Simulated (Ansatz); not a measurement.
## NaF: a changed input and its effect

System: NaF (Fm-3m, 2 atoms in the cell).
Method of run A: DFT, r2SCAN, PAW with Ansatz's default frozen-core files, scalar-relativistic; levels at fixed fractional wave vectors of a strained or displaced cell, no spin polarisation (Ansatz 0.2.0).

The structure derives from an entry of the Crystallography Open Database. Text and figures count atoms from 1; the logs count them from 0 in places.

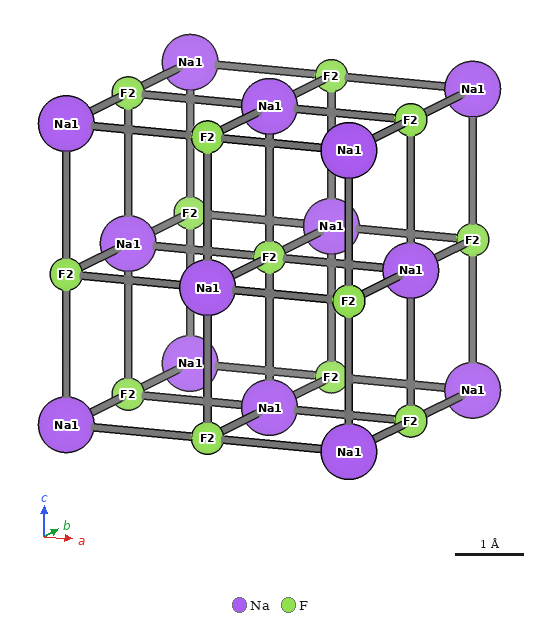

The input geometry (ball-and-stick view of the cell 4 times as large as that of the calculation, set on its symmetry axes, seen slightly off an axis; atoms are numbered from 1 in the order of the input). Near neighbours in the crystal (not all of them lie inside the picture): Na has 6 F at 2.30 Å; F has 6 Na at 2.30 Å.

## Input file, run A
```yaml
crystal:
  lattice:
    - [2.29707155327, 2.29707155327, 0.0]
    - [-2.29707155327, 2.29707155327, 0.0]
    - [0.0, 2.29707155327, 2.29707155327]
  atoms:
    - { symbol: Na, position: [0.0, 0.0, 0.0] }
    - { symbol: F, position: [0.5, 0.5, 0.0] }
kpoints:
  mp_grid: { grid: [8, 8, 8] }
scf:
  occupations: { method: fixed }
  convergence: { dr2_threshold: 1.0e-10 }
hamiltonian:
  xc: r2scan
  pseudopotentials: { kind: paw }
output:
  forces: true
  stress: true
  eigenstates:
    kpoints:
      - [0.0, 0.0, 0.0]
      - [-0.5, -0.5, -0.5]
      - [-0.5, 0.5, 0.0]
      - [0.0, 0.0, -0.5]
      - [0.0, -0.5, -0.5]
      - [0.0, 0.5, 0.0]
      - [-0.5, 0.0, 0.0]
      - [-0.5, 0.0, -0.5]
  eigenvalues: true
```

Launched with:
```bash
ansatz run input.yaml --threads 1 --pin off --max-ram 3072MiB --backend cpu --events-out ev --progress --plain --runs-dir out
```

Hardware: 1 thread of Intel Xeon (Granite Rapids), 64 GiB of memory available, shared host.

## Output, shortened to warnings, some set-up lines, iterations and results (run A)
```
Basis set: ecut = 500 eV, 609 PW (Γ), exchange–correlation on 96×96×96 points (64 copies of the dense FFT grid, shifted against one another)
Symmetry: 48 space group operations
k-points: 29 of 512
Initial density: superposition of atomic densities (neutral atoms: chi_scale 0, normalization atom), corrected by the library's trained network
[...]
SCF iter   1: F=—  HF=-2301.341555 eV  |F-HF|=—  |Δ(HF+E_count)|=         —  Δρ=9.66e-3  dr2=1.38e-2  dr2_τ=2.77e-2  ethr=1.77e-3  ⟨swp⟩=4.7  Hψ=1792  notcnv=0  defer=52
SCF iter   2: F=—  HF=-2301.372641 eV  |F-HF|=—  |Δ(HF+E_count)|=   3.11e-2  Δρ=3.81e-3  dr2=9.13e-4  dr2_τ=4.54e-4  ethr=8.63e-5  ⟨swp⟩=3.0  Hψ=909  notcnv=0  defer=56
SCF iter   3: F=—  HF=-2301.372759 eV  |F-HF|=—  |Δ(HF+E_count)|=   1.18e-4  Δρ=1.14e-3  dr2=2.14e-4  dr2_τ=3.97e-5  ethr=5.70e-6  ⟨swp⟩=2.6  Hψ=628  notcnv=0  defer=56
SCF iter   4: F=—  HF=-2301.372738 eV  |F-HF|=—  |Δ(HF+E_count)|=   2.11e-5  Δρ=5.19e-4  dr2=1.57e-5  dr2_τ=4.73e-6  ethr=1.34e-6  ⟨swp⟩=2.1  Hψ=472  notcnv=0  defer=50
SCF iter   5: F=—  HF=-2301.372738 eV  |F-HF|=—  |Δ(HF+E_count)|=   3.60e-7  Δρ=3.20e-5  dr2=4.13e-8  dr2_τ=3.15e-8  ethr=9.82e-8  ⟨swp⟩=2.9  Hψ=565  notcnv=0
SCF iter   6: F=—  HF=-2301.372739 eV  |F-HF|=—  |Δ(HF+E_count)|=   9.44e-7  Δρ=5.17e-6  dr2=2.45e-9  dr2_τ=5.63e-10  ethr=2.58e-10  ⟨swp⟩=2.0  Hψ=580  notcnv=0
SCF iter   7: F=-2301.372739 eV  HF=-2301.372739 eV  |F-HF|=4.09e-12  |Δ(HF+E_count)|=  2.69e-10  Δρ=2.25e-7  dr2=8.81e-12  dr2_τ=9.36e-13  ethr=1.00e-12  ⟨swp⟩=3.8  Hψ=1630  …
SCF 1 converged in 7 iterations: F = -2301.372739 eV  dr2 = 8.81e-12
NSCF: frozen V_eff on 8 k-points
SCF converged after 7 iterations
Free energy (F): -2301.372739 eV
Harris-Foulkes:  -2301.372739 eV  (|F-HF|=4.09e-12)
Internal energy: -2301.372739 eV  (E = F + TS)
E sigma→0 (E₀):  -2301.372739 eV
Fermi energy:    0.576501 eV
--- Per-component energies (eV) ---
  E_band       = -248.936781
  E_kinetic    = 330.959844
  E_local      = -1680.743666  (includes V_loc(G=0)·N_el)
  E_nonlocal   = 188.844549
  E_hartree    = 596.959812
  E_xc         = -117.388089
  E_vxc        = -173.585740  (∫ρ·V_xc dr)
  E_paw        = -470.679410  (= ΣΔE_a)
  E_vpaw       = -122.052612  (= ΣTr[D̂ρ^β])
  E_aug_tail   = 0.000951  (compensation charges beyond the density's cutoff)
  E_vtau       = 13.720311  (kinetic-family band-sum trace: ∫τ·v_τ [+ j·A + Jᵃ·Aᵃ] dr)
  E_ewald      = -1149.269071
  E_core_change = -0.057659  (= ΣΔE_core)
  E_smearing   = -0.000000  (= −TS)
  E_closure    = 0.000000  (closes the sum)
  Σ components = -2301.372739   (vs F -2301.372739, Δ=0.00e0)
--- Forces (eV/Å), atoms counted from 1 ---
  atom   1  Na    -0.00000000     0.00000000     0.00000000
  atom   2  F     -0.00000000    -0.00000000     0.00000000
  max |Σ_I F_I| component: 4.01e-30 eV/Å
--- Stress (GPa, compression-positive) ---
        0.011533       0.000000       0.000000
        0.000000       0.011533      -0.000000
       -0.000000       0.000000       0.011533
  P = ⅓ Tr σ = 0.0115 GPa (0.115 kbar)
```

For run B the input was changed thus:
```diff
-    - [2.29707155327, 2.29707155327, 0.0]
-    - [-2.29707155327, 2.29707155327, 0.0]
-    - [0.0, 2.29707155327, 2.29707155327]
+    - [2.24911677638, 2.24911677638, 0.0]
+    - [-2.24911677638, 2.24911677638, 0.0]
+    - [0.0, 2.24911677638, 2.24911677638]
```

What does this change do to the results?

With the same functional and potentials, run B lies 8.8 meV per atom higher. The gap on the mesh goes from 7.28 to 7.66 eV. The pressure goes from 0.01 to 4.01 GPa. The volume per atom goes from 12.12 to 11.38 Å³. The cell is scaled evenly with the atoms at fixed fractional positions, so −ΔP/Δ ln V estimates the bulk modulus midway between the two volumes: about 63 GPa. The number of SCF iterations is the same. The plane waves at Γ go from 609 to 561.

## Output, shortened to warnings, some set-up lines, iterations and results (run B)
```
Basis set: ecut = 500 eV, 561 PW (Γ), exchange–correlation on 96×96×96 points (64 copies of the dense FFT grid, shifted against one another)
Symmetry: 48 space group operations
k-points: 29 of 512
Initial density: superposition of atomic densities (neutral atoms: chi_scale 0, normalization atom), corrected by the library's trained network
[...]
SCF iter   1: F=—  HF=-2301.323243 eV  |F-HF|=—  |Δ(HF+E_count)|=         —  Δρ=9.72e-3  dr2=1.24e-2  dr2_τ=2.98e-2  ethr=1.77e-3  ⟨swp⟩=4.7  Hψ=1790  notcnv=0  defer=54
SCF iter   2: F=—  HF=-2301.355044 eV  |F-HF|=—  |Δ(HF+E_count)|=   3.18e-2  Δρ=3.57e-3  dr2=7.36e-4  dr2_τ=4.05e-4  ethr=7.75e-5  ⟨swp⟩=3.0  Hψ=906  notcnv=0  defer=56
SCF iter   3: F=—  HF=-2301.355211 eV  |F-HF|=—  |Δ(HF+E_count)|=   1.67e-4  Δρ=1.07e-3  dr2=1.76e-4  dr2_τ=3.17e-5  ethr=4.60e-6  ⟨swp⟩=2.9  Hψ=639  notcnv=0  defer=56
SCF iter   4: F=—  HF=-2301.355193 eV  |F-HF|=—  |Δ(HF+E_count)|=   1.77e-5  Δρ=5.16e-4  dr2=1.51e-5  dr2_τ=4.36e-6  ethr=1.10e-6  ⟨swp⟩=2.1  Hψ=477  notcnv=0  defer=43
SCF iter   5: F=—  HF=-2301.355193 eV  |F-HF|=—  |Δ(HF+E_count)|=   4.79e-8  Δρ=3.32e-5  dr2=4.16e-8  dr2_τ=3.40e-8  ethr=9.43e-8  ⟨swp⟩=2.2  Hψ=464  notcnv=0  defer=1
SCF iter   6: F=—  HF=-2301.355193 eV  |F-HF|=—  |Δ(HF+E_count)|=   4.44e-7  Δρ=6.57e-6  dr2=3.51e-9  dr2_τ=1.32e-9  ethr=2.60e-10  ⟨swp⟩=2.0  Hψ=579  notcnv=0
SCF iter   7: F=-2301.355193 eV  HF=-2301.355193 eV  |F-HF|=3.64e-12  |Δ(HF+E_count)|=  2.73e-12  Δρ=3.29e-7  dr2=1.08e-11  dr2_τ=2.72e-12  ethr=1.00e-12  ⟨swp⟩=3.8  Hψ=1636  …
SCF 1 converged in 7 iterations: F = -2301.355193 eV  dr2 = 1.08e-11
NSCF: frozen V_eff on 8 k-points
SCF converged after 7 iterations
Free energy (F): -2301.355193 eV
Harris-Foulkes:  -2301.355193 eV  (|F-HF|=3.64e-12)
Internal energy: -2301.355193 eV  (E = F + TS)
E sigma→0 (E₀):  -2301.355193 eV
Fermi energy:    1.073765 eV
--- Per-component energies (eV) ---
  E_band       = -240.092407
  E_kinetic    = 331.757890
  E_local      = -1641.233456  (includes V_loc(G=0)·N_el)
  E_nonlocal   = 189.033664
  E_hartree    = 581.318666
  E_xc         = -117.629666
  E_vxc        = -173.774030  (∫ρ·V_xc dr)
  E_paw        = -470.772353  (= ΣΔE_a)
  E_vpaw       = -122.110706  (= ΣTr[D̂ρ^β])
  E_aug_tail   = 0.001053  (compensation charges beyond the density's cutoff)
  E_vtau       = 13.595911  (kinetic-family band-sum trace: ∫τ·v_τ [+ j·A + Jᵃ·Aᵃ] dr)
  E_ewald      = -1173.773331
  E_core_change = -0.057659  (= ΣΔE_core)
  E_smearing   = -0.000000  (= −TS)
  E_closure    = 0.000000  (closes the sum)
  Σ components = -2301.355193   (vs F -2301.355193, Δ=0.00e0)
--- Forces (eV/Å), atoms counted from 1 ---
  atom   1  Na    -0.00000000     0.00000000     0.00000000
  atom   2  F     -0.00000000    -0.00000000     0.00000000
  max |Σ_I F_I| component: 1.89e-29 eV/Å
--- Stress (GPa, compression-positive) ---
        4.006094       0.000000       0.000000
        0.000000       4.006094       0.000000
        0.000000       0.000000       4.006094
  P = ⅓ Tr σ = 4.0061 GPa (40.061 kbar)
```

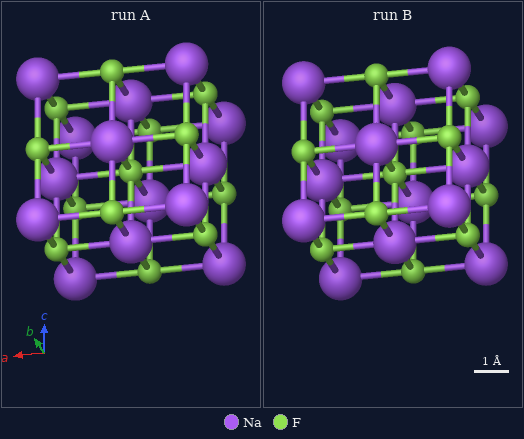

The two input geometries at one scale (ball-and-stick view of the cell 4 times as large as that of the calculation, set on its symmetry axes, seen at an oblique angle). No atom moves by more than 0.005 Å relative to the cell. Cell: a = b = c 4.594 → 4.498 Å (−2.1 %). Volume −6.1 %. Among the contacts that change: F–Na 2.297 → 2.249 Å.

## The two runs side by side

| quantity | run A | run B |
| --- | --- | --- |
| outcome | converged | converged |
| free energy per atom (eV) | −1150.6864 | −1150.6776 |
| gap on the mesh (eV) | 7.28 | 7.66 |
| pressure (GPa) | 0.01 | 4.01 |
| volume per atom (Å³) | 12.12 | 11.38 |
| largest force (eV/Å) | 0.000 | 0.000 |
| SCF iterations | 7 | 7 |
| irreducible k-points | 29 | 29 |
| plane waves at Γ | 609 | 561 |
| wall time (shared host) | 1.2 s | 1.1 s |
